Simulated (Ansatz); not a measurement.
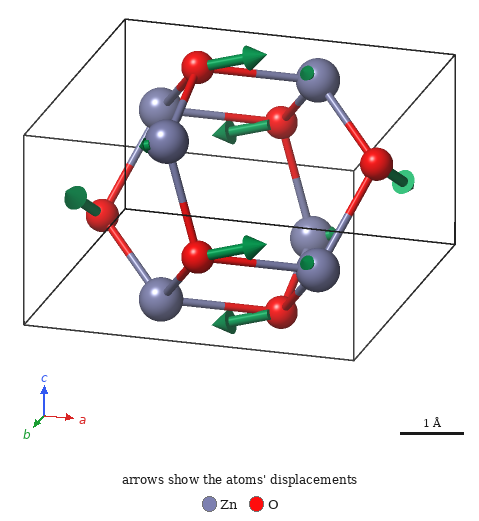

One vibrational mode of crystalline ZnO at the zone centre. Displacements are drawn as green arrows; their common scale and sign are arbitrary. The picture is a ball-and-stick view of the cell of the calculation, seen from a free direction.

These are results of Ansatz, DFT PBEsol, scalar-relativistic, plane waves, PAW, not measurements.

Input file:
```yaml
crystal:
  lattice:
    - [5.5158576328, 0.0, 0.0]
    - [0.0, 5.5158576328, 0.0]
    - [0.0, 0.0, 3.2398989359]
  atoms:
    - { symbol: Zn, position: [0.1819533415, 0.1819533415, 0.5] }
    - { symbol: Zn, position: [0.8180466585, 0.8180466585, 0.5] }
    - { symbol: Zn, position: [0.6819533415, 0.3180466585, 0.0] }
    - { symbol: Zn, position: [0.3180466585, 0.6819533415, 0.0] }
    - { symbol: O, position: [0.8180976984, 0.1819023016, 0.5] }
    - { symbol: O, position: [0.1819023016, 0.8180976984, 0.5] }
    - { symbol: O, position: [0.6819023016, 0.6819023016, 0.0] }
    - { symbol: O, position: [0.3180976984, 0.3180976984, 0.0] }
basis:
  ecutwfc: 420
kpoints:
  mp_grid: { grid: [6, 6, 8] }
hamiltonian:
  xc: pbesol
scf:
  occupations: { method: fixed }
output:
  eigenvalues: true
phonons:
  method: dfpt
  dielectric: true
  rigid_motions: translations
  eigenvectors: true
```

Run as
```bash
ansatz run input.yaml --threads 2 --pin off --max-ram 7168MiB --backend cpu --events-out ev --progress --plain --runs-dir out
```

Frequencies are those without the non-analytic (LO–TO) term.

### What mode is this, and where does it lie in the spectrum?

This is the B₁g mode at 8.41 THz, optical level 7 of 16, counted from below, Raman-active by symmetry. Atoms of one kind move against one another, with no net shift of any sublattice; the kinetic energy is shared as O 84 %, Zn 16 %.
